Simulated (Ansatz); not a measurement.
Geometry relaxation, with input and output: Si$_{48}$C$_{48}$ (part 2 of 2)

Si$_{48}$C$_{48}$ (P6₃mc, 96 atoms in the cell); DFT, PBEsol, PAW, plane waves (Ansatz 0.2.0); cutoff 420 eV, 1×1×1 k-mesh, Fermi–Dirac smearing of 0.01 eV. The structure was built on a prototype by a generator.

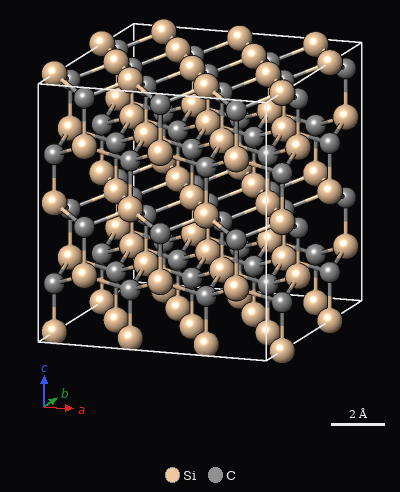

**Figure 1.** The structure as given in the input (ball-and-stick view of the cell of the calculation, seen slightly off an axis).

Output, continued
```
--- Forces (eV/Å), atoms counted from 1 ---
  atom   1  Si     0.00000000     0.00105897    -0.00219118
  atom   2  Si     0.00000000     0.00105897    -0.00219118
  atom   3  Si     0.00000000     0.00105897    -0.00219118
  atom   4  Si     0.00000000     0.00105897    -0.00219118
  atom   5  Si     0.00000000     0.00105897    -0.00219118
  atom   6  Si     0.00000000     0.00105897    -0.00219118
  atom   7  Si     0.00000000     0.00105897    -0.00219118
  atom   8  Si     0.00000000     0.00105897    -0.00219118
  atom   9  Si     0.00000000     0.00105897    -0.00219118
  atom  10  Si     0.00000000     0.00105897    -0.00219118
  atom  11  Si     0.00000000     0.00105897    -0.00219118
  atom  12  Si     0.00000000     0.00105897    -0.00219118
  atom  13  Si     0.00000000     0.00105897    -0.00219118
  atom  14  Si     0.00000000     0.00105897    -0.00219118
  atom  15  Si     0.00000000     0.00105897    -0.00219118
  atom  16  Si     0.00000000     0.00105897    -0.00219118
  atom  17  Si     0.00000000     0.00105897    -0.00219118
  atom  18  Si     0.00000000     0.00105897    -0.00219118
  atom  19  Si     0.00000000     0.00105897    -0.00219118
  atom  20  Si     0.00000000     0.00105897    -0.00219118
  atom  21  Si     0.00000000     0.00105897    -0.00219118
  atom  22  Si     0.00000000     0.00105897    -0.00219118
  atom  23  Si     0.00000000     0.00105897    -0.00219118
  atom  24  Si     0.00000000     0.00105897    -0.00219118
  atom  25  Si    -0.00000000    -0.00105897    -0.00219118
  atom  26  Si    -0.00000000    -0.00105897    -0.00219118
  atom  27  Si    -0.00000000    -0.00105897    -0.00219118
  atom  28  Si    -0.00000000    -0.00105897    -0.00219118
  atom  29  Si    -0.00000000    -0.00105897    -0.00219118
  atom  30  Si    -0.00000000    -0.00105897    -0.00219118
  atom  31  Si    -0.00000000    -0.00105897    -0.00219118
  atom  32  Si    -0.00000000    -0.00105897    -0.00219118
  atom  33  Si    -0.00000000    -0.00105897    -0.00219118
  atom  34  Si    -0.00000000    -0.00105897    -0.00219118
  atom  35  Si    -0.00000000    -0.00105897    -0.00219118
  atom  36  Si    -0.00000000    -0.00105897    -0.00219118
  atom  37  Si    -0.00000000    -0.00105897    -0.00219118
  atom  38  Si    -0.00000000    -0.00105897    -0.00219118
  atom  39  Si    -0.00000000    -0.00105897    -0.00219118
  atom  40  Si    -0.00000000    -0.00105897    -0.00219118
  atom  41  Si    -0.00000000    -0.00105897    -0.00219118
  atom  42  Si    -0.00000000    -0.00105897    -0.00219118
  atom  43  Si    -0.00000000    -0.00105897    -0.00219118
  atom  44  Si    -0.00000000    -0.00105897    -0.00219118
  atom  45  Si    -0.00000000    -0.00105897    -0.00219118
  atom  46  Si    -0.00000000    -0.00105897    -0.00219118
  atom  47  Si    -0.00000000    -0.00105897    -0.00219118
  atom  48  Si    -0.00000000    -0.00105897    -0.00219118
  atom  49  C      0.00000000     0.00113699     0.00219309
  atom  50  C      0.00000000     0.00113699     0.00219309
  atom  51  C      0.00000000     0.00113699     0.00219309
  atom  52  C      0.00000000     0.00113699     0.00219309
  atom  53  C      0.00000000     0.00113699     0.00219309
  atom  54  C      0.00000000     0.00113699     0.00219309
  atom  55  C      0.00000000     0.00113699     0.00219309
  atom  56  C      0.00000000     0.00113699     0.00219309
  atom  57  C      0.00000000     0.00113699     0.00219309
  atom  58  C      0.00000000     0.00113699     0.00219309
  atom  59  C      0.00000000     0.00113699     0.00219309
  atom  60  C      0.00000000     0.00113699     0.00219309
  atom  61  C      0.00000000     0.00113699     0.00219309
  atom  62  C      0.00000000     0.00113699     0.00219309
  atom  63  C      0.00000000     0.00113699     0.00219309
  atom  64  C      0.00000000     0.00113699     0.00219309
  atom  65  C      0.00000000     0.00113699     0.00219309
  atom  66  C      0.00000000     0.00113699     0.00219309
  atom  67  C      0.00000000     0.00113699     0.00219309
  atom  68  C      0.00000000     0.00113699     0.00219309
  atom  69  C      0.00000000     0.00113699     0.00219309
  atom  70  C      0.00000000     0.00113699     0.00219309
  atom  71  C      0.00000000     0.00113699     0.00219309
  atom  72  C      0.00000000     0.00113699     0.00219309
  atom  73  C     -0.00000000    -0.00113699     0.00219309
  atom  74  C     -0.00000000    -0.00113699     0.00219309
  atom  75  C     -0.00000000    -0.00113699     0.00219309
  atom  76  C     -0.00000000    -0.00113699     0.00219309
  atom  77  C     -0.00000000    -0.00113699     0.00219309
  atom  78  C     -0.00000000    -0.00113699     0.00219309
  atom  79  C     -0.00000000    -0.00113699     0.00219309
  atom  80  C     -0.00000000    -0.00113699     0.00219309
  atom  81  C     -0.00000000    -0.00113699     0.00219309
  atom  82  C     -0.00000000    -0.00113699     0.00219309
  atom  83  C     -0.00000000    -0.00113699     0.00219309
  atom  84  C     -0.00000000    -0.00113699     0.00219309
  atom  85  C     -0.00000000    -0.00113699     0.00219309
  atom  86  C     -0.00000000    -0.00113699     0.00219309
  atom  87  C     -0.00000000    -0.00113699     0.00219309
  atom  88  C     -0.00000000    -0.00113699     0.00219309
  atom  89  C     -0.00000000    -0.00113699     0.00219309
  atom  90  C     -0.00000000    -0.00113699     0.00219309
  atom  91  C     -0.00000000    -0.00113699     0.00219309
  atom  92  C     -0.00000000    -0.00113699     0.00219309
  atom  93  C     -0.00000000    -0.00113699     0.00219309
  atom  94  C     -0.00000000    -0.00113699     0.00219309
  atom  95  C     -0.00000000    -0.00113699     0.00219309
  atom  96  C     -0.00000000    -0.00113699     0.00219309
  max |Σ_I F_I| component: 9.18e-5 eV/Å
--- Stress (GPa, compression-positive) ---
       -0.029314       0.000000      -0.000000
        0.000000       0.023581       0.000000
       -0.000000       0.000000      -0.006145
  P = ⅓ Tr σ = -0.0040 GPa (-0.040 kbar)
--- Band table (eV) ---
  k-point 0: bands = ["-5.0895", "-5.0895", "-5.0895", "-5.0895", "-5.0895", "-5.0895", "-5.0895", "-5.0895", "-3.1388", "-3.1388", ... 78 levels left out ..., "4.8467", "4.8467", "4.8467", "4.8467", "4.8467", "4.8467", "4.8467", "4.8467", "4.9697", "4.9697", "4.9697", "4.9697", "4.9697", "4.9697", "4.9697", "4.9697", "5.4277", "5.4277", "5.4277", "5.4277", "5.4277", "5.4277", "5.4277", "5.4277", "5.7961", "5.7961", "5.7961", "5.7961", "5.7961",
      "5.7961", "5.7961", "5.7961", "5.9864", "5.9864", "5.9864", "5.9864", "5.9864", "5.9864", "5.9864", "5.9864", "6.7611", "6.7611", "6.7611", "6.7611", "6.7611", "6.7611", "6.7611", "6.7611", "6.8291", "6.8291", "6.8291", "6.8291", "6.8291", "6.8291", "6.8291", "6.8291", "6.8854", "6.8854", "6.8854", "6.8854", "6.8854", "6.8854", "6.8854", "6.8854", "7.5248", "7.5248", "7.5248", "7.5248", "7.5248",
      "7.5248", "7.5248", "7.5248", "7.5523", "7.5523", "7.5523", "7.5523", "7.5523", "7.5523", "7.5523", "7.5523", "7.8558", "7.8558", "7.8558", "7.8558", "7.8558", "7.8558", "7.8558", "7.8558", "8.4383", "8.4383", "8.4383", "8.4383", "8.4383", "8.4383", "8.4383", "8.4383", "8.7646", "8.7646", "8.7646", "8.7646", "8.7646", "8.7646", "8.7646", "8.7646", "13.1239", "13.1239", "13.1239", "13.1239", "13.1239",
      "13.1239", "13.1239", "13.1239", "13.6324", "13.6324", "13.6324", "13.6324", "13.6324", "13.6324", "13.6324", "13.6324", "13.9960", "13.9960", "13.9960", "13.9960", "13.9960", "13.9960", "13.9960", "13.9960", "14.1704", "14.1704", "14.1704", "14.1704", "14.1704", "14.1704", "14.1704", "14.1704", "15.0081", "15.0081", "15.0081", "15.0081", "15.0081", "15.0081", "15.0081", "15.0081", "15.7399", "15.7399", "15.7399", "15.7399", "15.7399",
      "15.7399", "15.7399", "15.7399", "15.7516", "15.7516", "15.7516", "15.7516", "15.7516", "15.7516", "15.7516", "15.7516", "15.9894", "15.9894", "15.9894", "15.9894", "15.9894", "15.9894", "15.9894", "15.9894", "16.2539", "16.2539", "16.2539", "16.2539", "16.2539", "16.2539", "16.2539", "16.2539", "16.9005", "16.9005", "16.9005", "16.9005", "16.9005", "16.9005", "16.9005", "16.9005", "17.3038", "17.3038", "17.3038", "17.3038", "17.3038",
      "17.3038", "17.3038", "17.3038", "17.3833", "17.3833", "17.3833", "17.3833", "17.3833", "17.3833", "17.3833", "17.3833"]
--- Relaxed structure (6 steps of the walk, 5 accepted, 1 SCFs on fresh bases) ---
  F+E_penalty+E_count = -41702.23654342 eV   max|allowed force component| = 2.192e-3 eV/Å   (the final SCF, on the basis selected at the relaxed cell)
  cell:  # Å, volume = 990.5839 Å³
    - [9.152482973752003, -2.773692848544072e-81, 1.7671908311025063e-81]
    - [-3.202784788455196e-81, 10.712021563344265, 1.1601435141755995e-97]
    - [1.9332401659566202e-81, 1.0991189259556785e-97, 10.10371040971222]
  atoms:
    - { symbol: Si, position: [-6.54158665020449e-21, 0.1665306511306082, 0.0003026401770720949] }
    - { symbol: Si, position: [-6.541586650204484e-21, 0.1665306511306082, 0.5003026401770722] }
    - { symbol: Si, position: [0.3333333333333334, 0.1665306511306082, 0.0003026401770720949] }
    - { symbol: Si, position: [0.3333333333333334, 0.1665306511306082, 0.5003026401770722] }
    - { symbol: Si, position: [0.16666666666666669, 0.4165306511306083, 0.0003026401770720949] }
    - { symbol: Si, position: [0.16666666666666669, 0.4165306511306083, 0.5003026401770722] }
    - { symbol: Si, position: [-6.541586650204467e-21, 0.6665306511306084, 0.0003026401770720949] }
    - { symbol: Si, position: [-6.541586650204455e-21, 0.6665306511306084, 0.5003026401770722] }
    - { symbol: Si, position: [0.6666666666666667, 0.1665306511306082, 0.0003026401770720949] }
    - { symbol: Si, position: [0.6666666666666667, 0.1665306511306082, 0.5003026401770722] }
    - { symbol: Si, position: [0.5, 0.4165306511306083, 0.0003026401770720949] }
    - { symbol: Si, position: [0.5, 0.4165306511306083, 0.5003026401770722] }
    - { symbol: Si, position: [0.3333333333333334, 0.6665306511306084, 0.0003026401770720949] }
    - { symbol: Si, position: [0.3333333333333334, 0.6665306511306084, 0.5003026401770722] }
    - { symbol: Si, position: [0.16666666666666669, 0.9165306511306084, 0.0003026401770720949] }
    - { symbol: Si, position: [0.16666666666666669, 0.9165306511306084, 0.5003026401770722] }
    - { symbol: Si, position: [0.8333333333333335, 0.4165306511306083, 0.0003026401770720949] }
    - { symbol: Si, position: [0.8333333333333335, 0.4165306511306083, 0.5003026401770722] }
    - { symbol: Si, position: [0.6666666666666667, 0.6665306511306084, 0.0003026401770720949] }
    - { symbol: Si, position: [0.6666666666666667, 0.6665306511306084, 0.5003026401770722] }
    - { symbol: Si, position: [0.5, 0.9165306511306084, 0.0003026401770720949] }
    - { symbol: Si, position: [0.5, 0.9165306511306084, 0.5003026401770722] }
    - { symbol: Si, position: [0.8333333333333335, 0.9165306511306084, 0.0003026401770720949] }
    - { symbol: Si, position: [0.8333333333333335, 0.9165306511306084, 0.5003026401770722] }
    - { symbol: Si, position: [0.16666666666666669, 0.08346934886939186, 0.2503026401770722] }
    - { symbol: Si, position: [0.16666666666666669, 0.08346934886939186, 0.7503026401770723] }
    - { symbol: Si, position: [-2.4021173417556196e-20, 0.3334693488693919, 0.2503026401770722] }
    - { symbol: Si, position: [-2.402117341755619e-20, 0.3334693488693919, 0.7503026401770723] }
    - { symbol: Si, position: [0.5, 0.08346934886939186, 0.2503026401770722] }
    - { symbol: Si, position: [0.5, 0.08346934886939186, 0.7503026401770723] }
    - { symbol: Si, position: [0.3333333333333334, 0.3334693488693919, 0.2503026401770722] }
    - { symbol: Si, position: [0.3333333333333334, 0.3334693488693919, 0.7503026401770723] }
    - { symbol: Si, position: [0.16666666666666669, 0.583469348869392, 0.2503026401770722] }
    - { symbol: Si, position: [0.16666666666666669, 0.583469348869392, 0.7503026401770723] }
    - { symbol: Si, position: [-2.4021173417556153e-20, 0.8334693488693921, 0.2503026401770722] }
    - { symbol: Si, position: [-2.402117341755619e-20, 0.8334693488693921, 0.7503026401770723] }
    - { symbol: Si, position: [0.8333333333333335, 0.08346934886939186, 0.2503026401770722] }
    - { symbol: Si, position: [0.8333333333333335, 0.08346934886939186, 0.7503026401770723] }
    - { symbol: Si, position: [0.6666666666666667, 0.3334693488693919, 0.2503026401770722] }
    - { symbol: Si, position: [0.6666666666666667, 0.3334693488693919, 0.7503026401770723] }
    - { symbol: Si, position: [0.5, 0.583469348869392, 0.2503026401770722] }
    - { symbol: Si, position: [0.5, 0.583469348869392, 0.7503026401770723] }
    - { symbol: Si, position: [0.3333333333333334, 0.8334693488693921, 0.2503026401770722] }
    - { symbol: Si, position: [0.3333333333333334, 0.8334693488693921, 0.7503026401770723] }
    - { symbol: Si, position: [0.8333333333333335, 0.583469348869392, 0.2503026401770722] }
    - { symbol: Si, position: [0.8333333333333335, 0.583469348869392, 0.7503026401770723] }
    - { symbol: Si, position: [0.6666666666666667, 0.8334693488693921, 0.2503026401770722] }
    - { symbol: Si, position: [0.6666666666666667, 0.8334693488693921, 0.7503026401770723] }
    - { symbol: C, position: [-4.721305634525244e-20, 0.16764197107420076, 0.18769735982292793] }
    - { symbol: C, position: [-4.72130563452524e-20, 0.16764197107420076, 0.6876973598229281] }
    - { symbol: C, position: [0.3333333333333334, 0.16764197107420076, 0.18769735982292793] }
    - { symbol: C, position: [0.3333333333333334, 0.16764197107420076, 0.6876973598229281] }
    - { symbol: C, position: [0.16666666666666669, 0.4176419710742008, 0.18769735982292793] }
    - { symbol: C, position: [0.16666666666666669, 0.4176419710742008, 0.6876973598229281] }
    - { symbol: C, position: [-4.721305634525242e-20, 0.667641971074201, 0.18769735982292793] }
    - { symbol: C, position: [-4.721305634525242e-20, 0.667641971074201, 0.6876973598229281] }
    - { symbol: C, position: [0.6666666666666667, 0.16764197107420076, 0.18769735982292793] }
    - { symbol: C, position: [0.6666666666666667, 0.16764197107420076, 0.6876973598229281] }
    - { symbol: C, position: [0.5, 0.4176419710742008, 0.18769735982292793] }
    - { symbol: C, position: [0.5, 0.4176419710742008, 0.6876973598229281] }
    - { symbol: C, position: [0.3333333333333334, 0.667641971074201, 0.18769735982292793] }
    - { symbol: C, position: [0.3333333333333334, 0.667641971074201, 0.6876973598229281] }
    - { symbol: C, position: [0.16666666666666669, 0.9176419710742008, 0.18769735982292793] }
    - { symbol: C, position: [0.16666666666666669, 0.9176419710742008, 0.6876973598229281] }
    - { symbol: C, position: [0.8333333333333335, 0.4176419710742008, 0.18769735982292793] }
    - { symbol: C, position: [0.8333333333333335, 0.4176419710742008, 0.6876973598229281] }
    - { symbol: C, position: [0.6666666666666667, 0.667641971074201, 0.18769735982292793] }
    - { symbol: C, position: [0.6666666666666667, 0.667641971074201, 0.6876973598229281] }
    - { symbol: C, position: [0.5, 0.9176419710742008, 0.18769735982292793] }
    - { symbol: C, position: [0.5, 0.9176419710742008, 0.6876973598229281] }
    - { symbol: C, position: [0.8333333333333335, 0.9176419710742008, 0.18769735982292793] }
    - { symbol: C, position: [0.8333333333333335, 0.9176419710742008, 0.6876973598229281] }
    - { symbol: C, position: [0.16666666666666669, 0.08235802892579931, 0.437697359822928] }
    - { symbol: C, position: [0.16666666666666669, 0.08235802892579931, 0.9376973598229282] }
    - { symbol: C, position: [7.777581641301306e-20, 0.33235802892579935, 0.437697359822928] }
    - { symbol: C, position: [7.777581641301306e-20, 0.33235802892579935, 0.9376973598229282] }
    - { symbol: C, position: [0.5, 0.08235802892579931, 0.437697359822928] }
    - { symbol: C, position: [0.5, 0.08235802892579931, 0.9376973598229282] }
    - { symbol: C, position: [0.3333333333333334, 0.33235802892579935, 0.437697359822928] }
    - { symbol: C, position: [0.3333333333333334, 0.33235802892579935, 0.9376973598229282] }
    - { symbol: C, position: [0.16666666666666669, 0.5823580289257994, 0.437697359822928] }
    - { symbol: C, position: [0.16666666666666669, 0.5823580289257994, 0.9376973598229282] }
    - { symbol: C, position: [7.777581641301307e-20, 0.8323580289257995, 0.437697359822928] }
    - { symbol: C, position: [7.777581641301307e-20, 0.8323580289257995, 0.9376973598229282] }
    - { symbol: C, position: [0.8333333333333335, 0.08235802892579931, 0.437697359822928] }
    - { symbol: C, position: [0.8333333333333335, 0.08235802892579931, 0.9376973598229282] }
    - { symbol: C, position: [0.6666666666666667, 0.33235802892579935, 0.437697359822928] }
    - { symbol: C, position: [0.6666666666666667, 0.33235802892579935, 0.9376973598229282] }
    - { symbol: C, position: [0.5, 0.5823580289257994, 0.437697359822928] }
    - { symbol: C, position: [0.5, 0.5823580289257994, 0.9376973598229282] }
    - { symbol: C, position: [0.3333333333333334, 0.8323580289257995, 0.437697359822928] }
    - { symbol: C, position: [0.3333333333333334, 0.8323580289257995, 0.9376973598229282] }
    - { symbol: C, position: [0.8333333333333335, 0.5823580289257994, 0.437697359822928] }
    - { symbol: C, position: [0.8333333333333335, 0.5823580289257994, 0.9376973598229282] }
    - { symbol: C, position: [0.6666666666666667, 0.8323580289257995, 0.437697359822928] }
    - { symbol: C, position: [0.6666666666666667, 0.8323580289257995, 0.9376973598229282] }
--- Löwdin populations: 96 sites ---
  site symbol       q [e]
     0     Si      2.9501
     1     Si      2.9501
     2     Si      2.9501
     3     Si      2.9501
     4     Si      2.9501
     5     Si      2.9501
     6     Si      2.9501
     7     Si      2.9501
     8     Si      2.9501
     9     Si      2.9501
    10     Si      2.9501
    11     Si      2.9501
    12     Si      2.9501
    13     Si      2.9501
    14     Si      2.9501
    15     Si      2.9501
    16     Si      2.9501
    17     Si      2.9501
    18     Si      2.9501
    19     Si      2.9501
    20     Si      2.9501
    21     Si      2.9501
    22     Si      2.9501
    23     Si      2.9501
    24     Si      2.9501
    25     Si      2.9501
    26     Si      2.9501
    27     Si      2.9501
    28     Si      2.9501
    29     Si      2.9501
    30     Si      2.9501
    31     Si      2.9501
    32     Si      2.9501
    33     Si      2.9501
    34     Si      2.9501
    35     Si      2.9501
    36     Si      2.9501
    37     Si      2.9501
    38     Si      2.9501
    39     Si      2.9501
    40     Si      2.9501
    41     Si      2.9501
    42     Si      2.9501
    43     Si      2.9501
    44     Si      2.9501
    45     Si      2.9501
    46     Si      2.9501
    47     Si      2.9501
    48      C      4.9712
    49      C      4.9712
    50      C      4.9712
    51      C      4.9712
    52      C      4.9712
    53      C      4.9712
    54      C      4.9712
    55      C      4.9712
    56      C      4.9712
    57      C      4.9712
    58      C      4.9712
    59      C      4.9712
    60      C      4.9712
    61      C      4.9712
    62      C      4.9712
    63      C      4.9712
    64      C      4.9712
    65      C      4.9712
    66      C      4.9712
    67      C      4.9712
    68      C      4.9712
    69      C      4.9712
    70      C      4.9712
    71      C      4.9712
    72      C      4.9712
    73      C      4.9712
    74      C      4.9712
    75      C      4.9712
    76      C      4.9712
    77      C      4.9712
    78      C      4.9712
    79      C      4.9712
    80      C      4.9712
    81      C      4.9712
    82      C      4.9712
    83      C      4.9712
    84      C      4.9712
    85      C      4.9712
    86      C      4.9712
    87      C      4.9712
    88      C      4.9712
    89      C      4.9712
    90      C      4.9712
    91      C      4.9712
    92      C      4.9712
    93      C      4.9712
    94      C      4.9712
    95      C      4.9712
  spilling = 0.009848 (of n_electrons = 384.000000)
```

Summary

```tsv
quantity	value
outcome	converged
space group (tolerance 0.01 Å)	P6₃mc (186) → Cmc2₁ (36)
electrons treated	384
free energy	−41702.2365 eV
Fermi energy	10.944 eV
pressure	0.00 GPa
largest force (length of the vector) at the end	0.002 eV/Å
final cell	a = 9.152 Å, b = 10.712 Å, c = 10.104 Å, α = 90.00°, β = 90.00°, γ = 90.00°
wall time	28 s (CPU time 2.8 min)
peak memory	2 GiB
```

Notes

Warnings of the run: the structure was made exactly symmetric. The k-point mesh is coarse for a cell of this size, so the results may not be converged.
